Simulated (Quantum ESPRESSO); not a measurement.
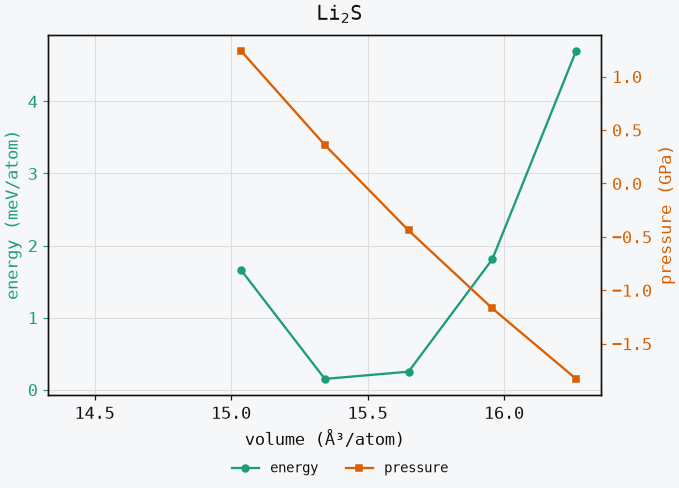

Plotted: energy and pressure against volume for Li₂S, space group Fm-3m (No. 225).

Cell as given: a = 4.023 Å, b = 4.023 Å, c = 4.023 Å, α = 60.00°, β = 60.00°, γ = 60.00°; 3 atoms.

Computed with Quantum ESPRESSO 7.5: plane-wave DFT, no spin polarisation; energies at scaled volumes of the given cell, shape and fractions fixed, counted from the fit's minimum, third-order Birch-Murnaghan fit. Level: PBE.

k mesh 8×8×8; occupations Fermi–Dirac; smearing width 0.05 eV; potentials SSSP 1.3 efficiency PBE; wave cutoff 748.3 eV; density cutoff 5987 eV.

The points at volume 14.42 Å³/atom and 14.73 Å³/atom are left out of the plot. What values does the calculation give there?

| volume (Å³/atom) | energy (meV/atom) | pressure (GPa) |
| --- | --- | --- |
| 14.42 | 10.18 | 3.29 |
| 14.73 | 4.94 | 2.21 |
